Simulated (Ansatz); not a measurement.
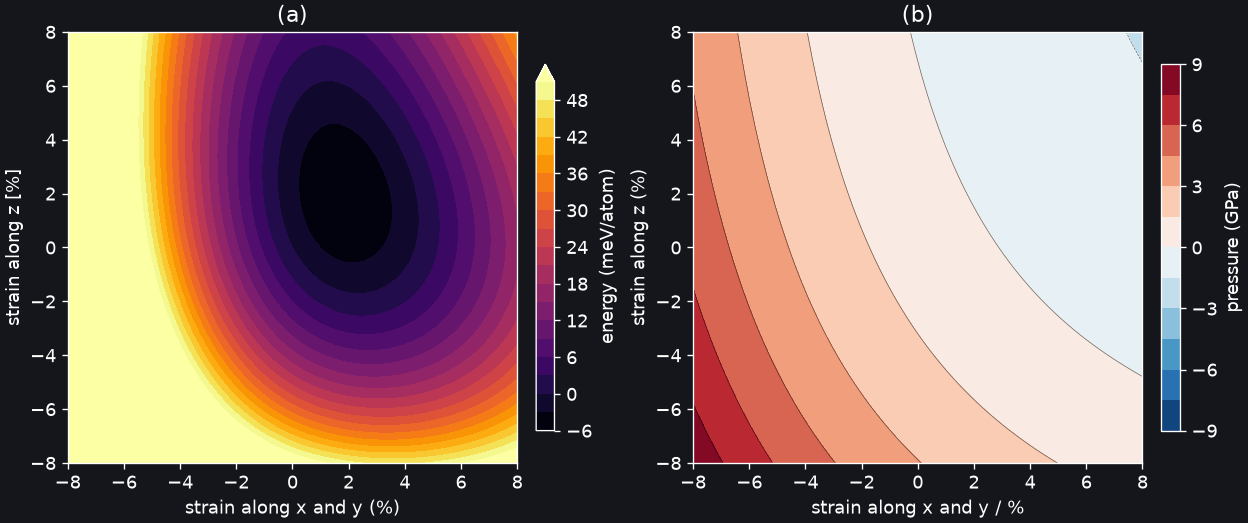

KBr (Fm-3m, No. 225; 2 atoms in the cell). 
- The cell is strained homogeneously, by one strain along x and y and another along z, with fractional coordinates fixed (x, y and z along the cube axes).
- Coordinates scanned: (1) strain along x and y; (2) strain along z.
- The grid has 5 × 5 points.
- All energies are given in meV/atom relative to the unstrained cell.
- The reference cell is the one listed in the database, not relaxed at this level.
- Method: DFT PBE, scalar-relativistic, plane waves, PAW (Ansatz 0.2.0). Settings: cutoff 420 eV, k-mesh 6×6×6, gaussian smearing 0.05 eV, no spin polarisation.

Panel (a) is the energy and panel (b) the computed pressure on the same grid.

Drawn: filled contours, one colour for all values above the top of the scale. Between grid points the surface is interpolated.

Q: How does the pressure vary over the map, and what is it at the lowest grid point?

A: It runs from −1.6 GPa at strain along x and y = 8 %, strain along z = 8 % to 8.5 GPa at strain along x and y = −8 %, strain along z = −8 %. At the lowest grid point, strain along x and y = 0 %, strain along z = 4 %, it is 0.3 GPa.

| strain along z ↓, strain along x and y → | −8 | −4 | 0 | 4 | 8 |
| --- | --- | --- | --- | --- | --- |
| 8 | 4.2 | 1.5 | −0.1 | −1.0 | −1.6 |
| 4 | 4.8 | 2.0 | 0.3 | −0.7 | −1.3 |
| 0 | 5.6 | 2.6 | 0.8 | −0.2 | −0.9 |
| −4 | 6.8 | 3.6 | 1.7 | 0.5 | −0.2 |
| −8 | 8.5 | 5.2 | 3.0 | 1.7 | 0.9 |
